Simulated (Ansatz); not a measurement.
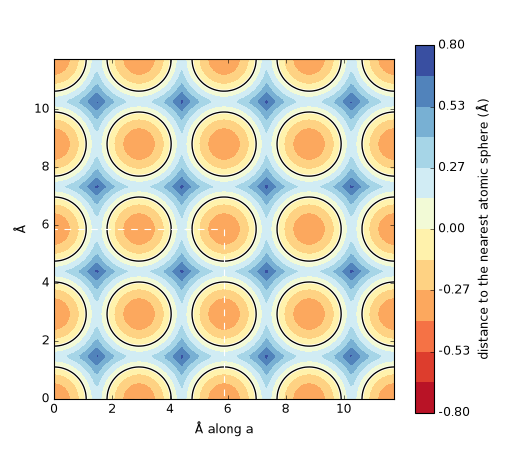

Map of the distance to the nearest atomic sphere in CaSe (Fm-3m), computed on the section z = 0.250 (parallel to a and b; the dashed line is one cell). The black line marks the spheres' surfaces; positive values are empty space; unlabelled circles belong to atoms above or below the section.

Hard-sphere model; Shannon crystal radii (six-coordinate where tabulated): Ca 1.14 Å, Se 1.84 Å.

Origin of the cell: the end point of a relaxation with DFT PBE+D3(BJ), scalar-relativistic, plane waves, PAW in Ansatz 0.2.0.

```cif
data_structure
_symmetry_space_group_name_H-M 'P 1'
_symmetry_Int_Tables_number 1
_cell_length_a 5.8708
_cell_length_b 5.8708
_cell_length_c 5.8708
_cell_angle_alpha 90.000
_cell_angle_beta 90.000
_cell_angle_gamma 90.000
_cell_volume 202.34
loop_
_atom_site_label
_atom_site_type_symbol
_atom_site_fract_x
_atom_site_fract_y
_atom_site_fract_z
_atom_site_occupancy
Ca1 Ca 0.00000 0.00000 0.00000 1
Se1 Se 0.50000 0.00000 0.00000 1
Ca2 Ca 0.00000 0.50000 0.50000 1
Se2 Se 0.50000 0.50000 0.50000 1
Ca3 Ca 0.50000 0.00000 0.50000 1
Se3 Se 0.00000 0.00000 0.50000 1
Ca4 Ca 0.50000 0.50000 0.00000 1
Se4 Se 0.00000 0.50000 0.00000 1
```

Question: Where is the largest hole in this section, and how large is it?

Answer: At 0.250, 0.250, 0.250 (fractional), where the distance reaches 0.70 Å; it is enclosed by 4 Se in a tetrahedral arrangement. It is the largest hole of the crystal.

Question: How much of the crystal lies outside the spheres?

Answer: About 36 % of the cell's volume, and 55 % of this section's area.

Question: What can pass through?

Answer: The largest sphere that fits anywhere has a diameter of 1.40 Å; the largest that can travel through the crystal, about 0.6 Å.
